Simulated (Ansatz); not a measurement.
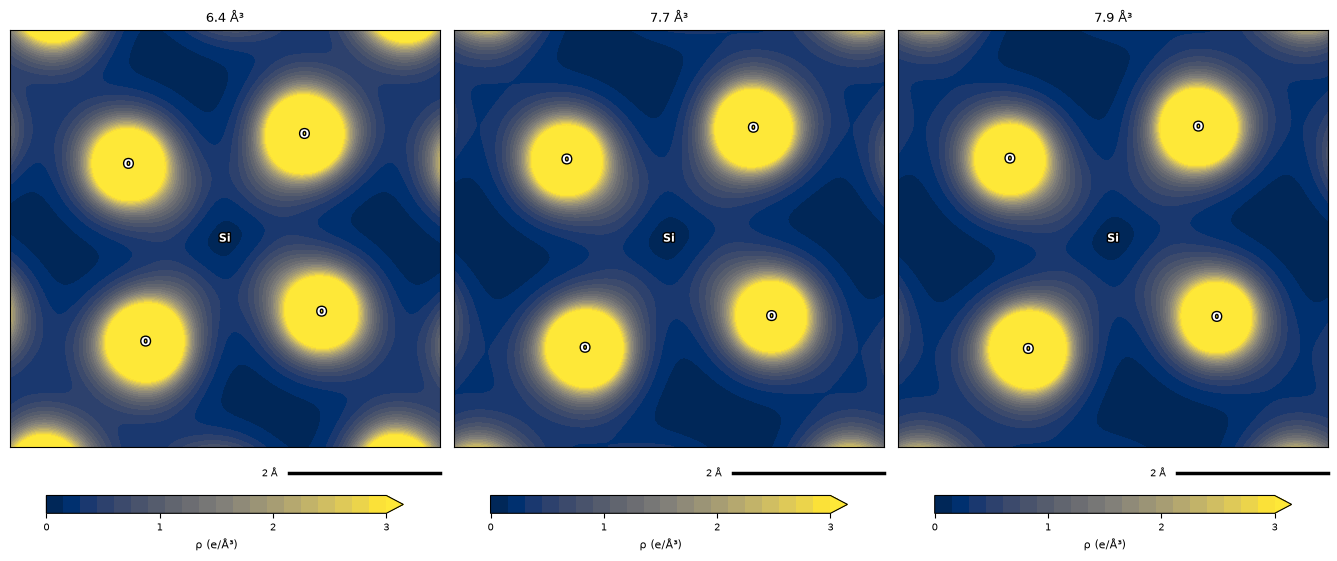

SiO$_{2}$. The valence charge density (pseudo) of cells scaled evenly to different volumes (given per atom above each panel), on the (111) plane of each (indices in the axes of the cell below), at one length scale and on one colour scale.

A structure from a database of computed crystals, not necessarily the ambient phase; PAW files of the earlier set (soft_1).

These are results of Ansatz, DFT LDA, scalar-relativistic, plane waves, PAW, not measurements.

The largest cell:

```cif
data_structure
_symmetry_space_group_name_H-M 'P 1'
_symmetry_Int_Tables_number 1
_cell_length_a 4.3022
_cell_length_b 4.3022
_cell_length_c 2.5619
_cell_angle_alpha 90.000
_cell_angle_beta 90.000
_cell_angle_gamma 90.000
_cell_volume 47.42
loop_
_atom_site_label
_atom_site_type_symbol
_atom_site_fract_x
_atom_site_fract_y
_atom_site_fract_z
_atom_site_occupancy
Si1 Si 0.50000 0.50000 0.50000 1
Si2 Si 0.00000 0.00000 0.00000 1
O1 O 0.69443 0.69443 0.00000 1
O2 O 0.19443 0.80557 0.50000 1
O3 O 0.30557 0.30557 0.00000 1
O4 O 0.80557 0.19443 0.50000 1
```

| volume (Å³/atom) | Si–O contact in the plane (Å) | ρ at its midpoint (e/Å³) | pressure (GPa) | gap on the mesh (eV) | 
| --- | --- | --- | --- | --- |
| 6.43 | 1.628 | 1.246 | 90.6 | 8.36 | 
| 6.92 | 1.668 | ? | ? | ? | 
| 7.66 | 1.725 | 1.029 | 4.5 | 5.99 | 
| 7.90 | 1.744 | 0.994 | −5.8 | 5.43 | 

Q: What values belong in the row with question marks?

A: Over the known rows ln ρ falls by 1.96 per Å of Si–O distance (a least-squares line), which gives 1.152 e/Å³ at 1.668 Å; the calculation gives 1.151 e/Å³. For the pressure, a straight line in volume between the neighbouring rows gives 56.3 GPa; the calculation gives 47.5, lower because pressure rises ever faster on compression. For the gap on the mesh, a straight line in volume between the neighbouring rows gives 7.42 eV; the calculation gives 7.91.
